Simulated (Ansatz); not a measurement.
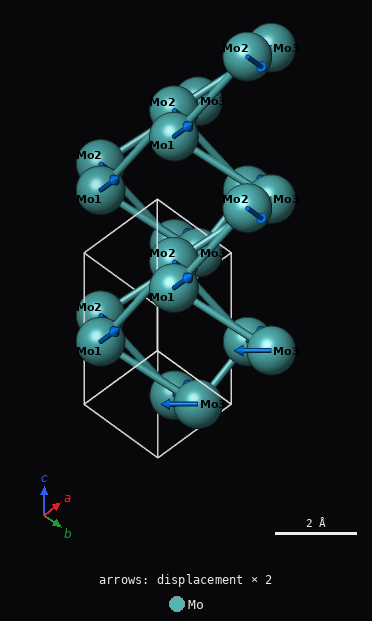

A relaxation of solid Mo (built on the trigonal selenium_152 type) (coarse preliminary run). The starting structure is drawn; blue arrows show the displacements (the part carried along by the change of the cell is left out), 2 times their true length.

Style: ball-and-stick. Shown: the cell of the calculation, repeated 2 × 1 × 2 with one cell outlined, from a free direction.

Case: trigonal selenium type (P3_121, No. 152).

Method: Ansatz, DFT r2SCAN, scalar-relativistic, plane waves, PAW.

Input
```yaml
crystal:
  lattice:
    - [3.6715931285, 0.0, 0.0]
    - [-1.8357965643, 3.1796929216, 0.0]
    - [0.0, 0.0, 4.1655453103]
  atoms:
    - { symbol: Mo, position: [0.2254, 0.0, 0.3333333333] }
    - { symbol: Mo, position: [0.0, 0.2254, 0.6666666667] }
    - { symbol: Mo, position: [0.7746, 0.7746, 0.0] }
basis:
  ecutwfc: 500
kpoints:
  mp_grid: { grid: [6, 6, 4] }
hamiltonian:
  xc: r2scan
scf:
  occupations: { method: gaussian, width: 0.1 }
  lower_state_search: "off"
output:
  forces: true
  stress: true
  eigenvalues: true
relax:
  adjacent_minimum: "off"
  f_tol: 0.04
  max_steps: 70
  cell: { stress_tol: 0.4 }
```

What did the optimiser do to the structure, and how much energy did it gain?

Over 11 accepted moves (12 points after the start) the energy falls by 2981 meV per atom. Largest force component: 11 eV/Å at the start, 0.0014 eV/Å at the end. The pressure goes from 64.83 to 0.19 GPa. The SCF was repeated once at an unchanged geometry on a basis and grid sized afresh for the cell, which shifted the energy by 2.6 meV per atom at most. The largest moves relative to the cell, 0.48 Å, are those of Mo1, Mo2 and Mo3. Mo3 goes along [−1 −1 0]. Cell: a = b 3.672 → 4.406 Å (+20.0 %), c 4.166 → 2.784 Å (−33.2 %). Volume −3.8 %. Some distances before and after: Mo1–Mo1 4.166 → 2.784 Å, Mo1–Mo2 1.996 → 2.708 Å, Mo1–Mo2 (another image) 2.889 → 2.708 Å. Among the angles between lasting bonds that change: Mo2–Mo1–Mo3 103.1° → 71.1°, Mo2–Mo1–Mo2 78.9° → 108.9°, Mo2–Mo1–Mo3 99.0° → 71.1°. The space group (tolerance 0.01 Å) goes from P3_121 (No. 152) to R-3m (No. 166).

Limits of the set-up: the k-point mesh is coarse for a cell with partly filled bands.
